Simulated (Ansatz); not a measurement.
## Electronic structure of Al₁₆P₁₆H (cell with a defect) in real space

```cif
data_structure
_symmetry_space_group_name_H-M 'P 1'
_symmetry_Int_Tables_number 1
_cell_length_a 9.4763
_cell_length_b 9.4763
_cell_length_c 9.4763
_cell_angle_alpha 109.471
_cell_angle_beta 109.471
_cell_angle_gamma 109.471
_cell_volume 655.07
loop_
_atom_site_label
_atom_site_type_symbol
_atom_site_fract_x
_atom_site_fract_y
_atom_site_fract_z
_atom_site_occupancy
Al1 Al 0.49279 0.24222 0.24240 1
Al2 Al 0.24902 0.25069 0.49995 1
Al3 Al 0.00002 0.25033 0.75041 1
Al4 Al 0.74957 0.99987 0.24949 1
Al5 Al 0.74955 0.24921 0.00008 1
Al6 Al 0.49781 0.00046 0.49995 1
Al7 Al 0.24938 0.99957 0.74928 1
Al8 Al 0.00004 0.75023 0.25061 1
Al9 Al 0.99704 0.99895 0.99916 1
Al10 Al 0.75020 0.75707 0.49995 1
Al11 Al 0.49808 0.74882 0.74906 1
Al12 Al 0.24899 0.49971 0.25085 1
Al13 Al 0.24941 0.74907 0.99982 1
Al14 Al 0.99989 0.49977 0.49995 1
Al15 Al 0.75033 0.49978 0.75748 1
Al16 Al 0.49782 0.49974 0.00073 1
P1 P 0.49933 0.99809 0.24970 1
P2 P 0.24856 0.00060 0.49995 1
P3 P 0.00091 0.00129 0.75126 1
P4 P 0.74959 0.74997 0.24863 1
P5 P 0.74772 0.99887 0.99913 1
P6 P 0.49842 0.75119 0.49996 1
P7 P 0.24861 0.74977 0.75001 1
P8 P 0.99857 0.49972 0.24990 1
P9 P 0.00099 0.75113 0.00162 1
P10 P 0.73131 0.49962 0.49993 1
P11 P 0.49848 0.49974 0.75148 1
P12 P 0.24695 0.24820 0.24841 1
P13 P 0.24854 0.49969 0.00077 1
P14 P 0.99858 0.24974 0.49995 1
P15 P 0.74958 0.24835 0.75020 1
P16 P 0.49932 0.24946 0.99827 1
H1 H 0.56157 0.49848 0.49975 1
```

Spin-polarised.

Theory: Ansatz 0.2.0, DFT PBEsol, scalar-relativistic, plane waves, PAW.

The density is the valence pseudo-density of a PAW calculation; it isn't the true density close to the nuclei.

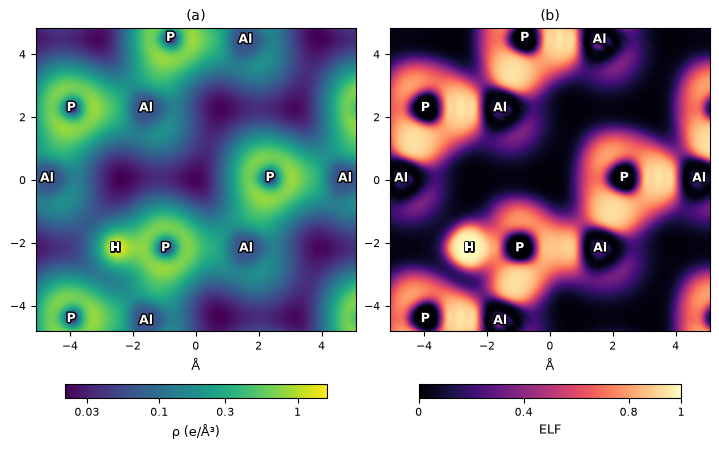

Figure 1. (a) valence pseudo-density; (b) ELF on the (011̄) plane of the calculation cell.

Q: What do the fields say about this system?

A: The plane passes through Al, P and H nuclei.
P–H (1.60 Å): ρ is about 0.78 e/Å³ halfway; the ELF climbs to about 1 towards the hydrogen, as it does in any bond to H.
Al–P (2.39 Å): ρ is about 0.49 e/Å³ halfway; the ELF peaks at about 0.95 between the atoms.
Al–P (2.54 Å): the density is about 0.38 e/Å³ at the midpoint; the ELF peaks at about 0.90 between the atoms.
Between the atoms the lowest density in this plane is 0.02 e/Å³.

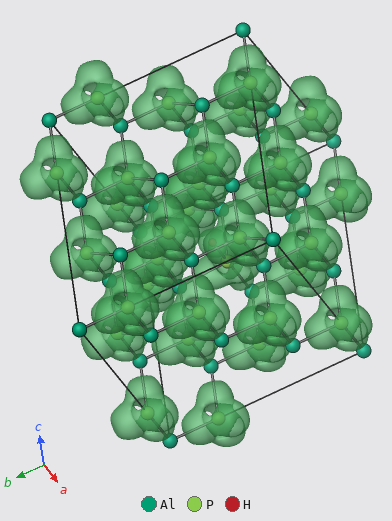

Figure 2. Isosurface of the electron localisation function at 0.75 (green), seen at an oblique angle. Only the valence region is drawn (cores and ρ < 0.01 e/Å³ removed). Sticks mark near contacts.

Q: Describe the localisation domains.

A: The surface consists of one region around a hydrogen nucleus and 16 regions on P in which the atom's valence shell and bonds are merged, counted in one cell of 33 atoms. Regions shared between cells count once. Along the contacts the grid gives the following. Al–P (2.36 Å): the ELF peaks at about 0.95 between the atoms; localised, covalent bonding.

Q: Does the calculation give a band gap?

A: It is gapped, with a Kohn–Sham gap of 0.29 eV on the k-point mesh, an upper bound to the gap of this method.
